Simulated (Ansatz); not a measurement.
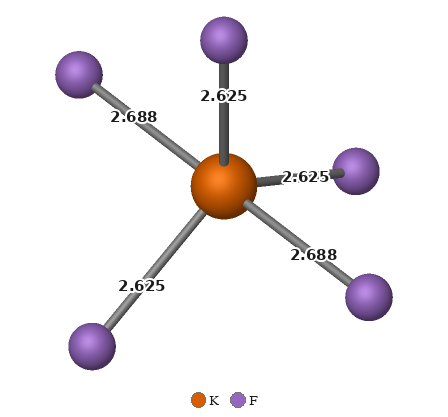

The surroundings of site K1 (at 0.333, 0.667, 0.750) in KF (P6_3/mmc, No. 194), with bond lengths in Å.

Origin of the cell: the input geometry of an electronic-structure calculation (not necessarily at equilibrium); the starting structure was generated, so it need not be a known form of this composition.

```
CELL_PARAMETERS angstrom
4.54746 0.00000 0.00000
-2.27373 3.93822 0.00000
0.00000 0.00000 5.37522
ATOMIC_POSITIONS crystal
K 0.33333 0.66667 0.75000
K 0.66667 0.33333 0.25000
F 0.33333 0.66667 0.25000
F 0.66667 0.33333 0.75000
```

Bond valence s = exp((R0 − d)/b), R0 fitted to published crystal structures with b = 0.37 Å; R0 in Å: K+–F 1.971.

### Calculate the bond-valence sum of K1 from the bonds drawn.

3 × 0.171 + 2 × 0.144 = 0.80 v.u., against a formal valence of 1: underbonded (bonds long for this ion) by 0.20.

### And over the whole structure?

| site | x, y, z | formal valence | bond-valence sum | difference |
| --- | --- | --- | --- | --- |
| K1 | 0.333, 0.667, 0.750 | +1 | 0.80 | -0.20 |
| F1 | 0.333, 0.667, 0.250 | −1 | 0.80 | -0.20 |

These sums include all anions within 5 Å. The global instability index (root mean square of the differences over all atoms) is 0.20 v.u.: above 0.2, which by the usual rule of thumb marks a strained structure. The cell was not relaxed for this table, and a volume that is off by a few per cent shifts all sums together.
